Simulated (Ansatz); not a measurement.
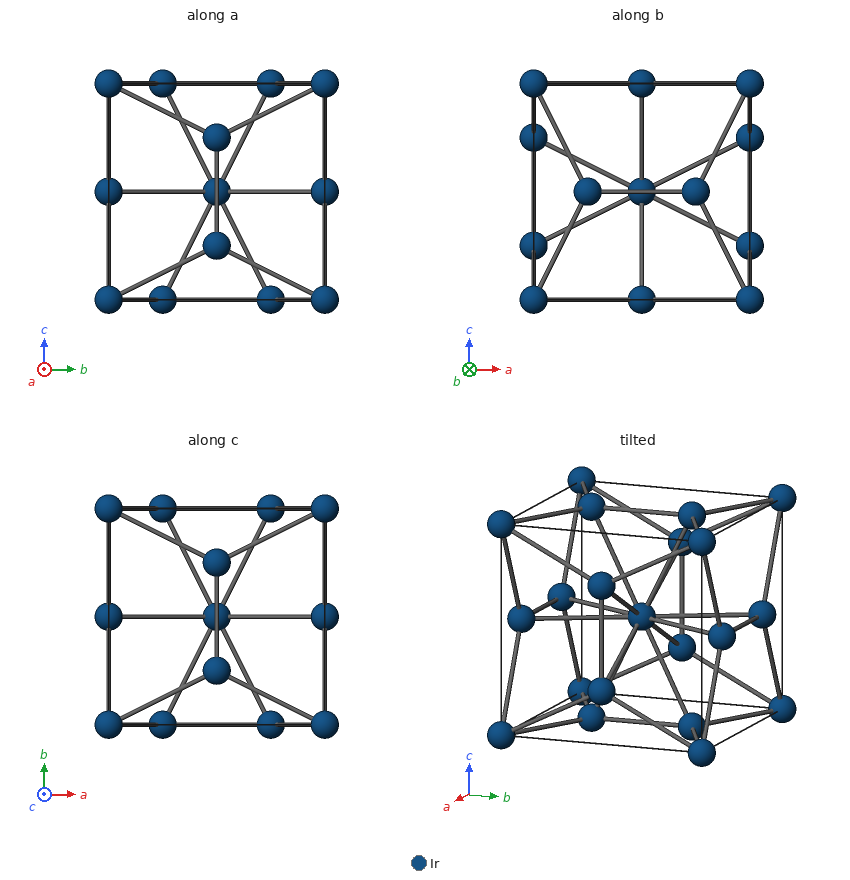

View along the a axis, along the b axis, along the c axis and slightly off an axis, drawn as a ball-and-stick model. The conventional unit cell is drawn as a box.

Lattice parameters: a = 5.0322 Å, b = 5.0322 Å, c = 5.0322 Å, α = 90.000°, β = 90.000°, γ = 90.000°.

**Set out the cell and atoms as a CIF in P1 with every atom of the cell.**

```cif
data_structure
_symmetry_space_group_name_H-M 'P 1'
_symmetry_Int_Tables_number 1
_cell_length_a 5.0322
_cell_length_b 5.0322
_cell_length_c 5.0322
_cell_angle_alpha 90.000
_cell_angle_beta 90.000
_cell_angle_gamma 90.000
_cell_volume 127.43
loop_
_atom_site_label
_atom_site_type_symbol
_atom_site_fract_x
_atom_site_fract_y
_atom_site_fract_z
_atom_site_occupancy
Ir1 Ir 0.0000 0.0000 0.0000 1
Ir2 Ir 0.5000 0.5000 0.5000 1
Ir3 Ir 0.2500 0.0000 0.5000 1
Ir4 Ir 0.7500 0.0000 0.5000 1
Ir5 Ir 0.5000 0.2500 0.0000 1
Ir6 Ir 0.5000 0.7500 0.0000 1
Ir7 Ir 0.0000 0.5000 0.2500 1
Ir8 Ir 0.0000 0.5000 0.7500 1
```

The starting point was a structure type filled with this element by a generator (whether the element takes this form wasn't checked). The final geometry of a relaxation with Ansatz 0.2.0, DFT, BLYP, plane waves (420 eV) with PAW, scalar-relativistic is shown.
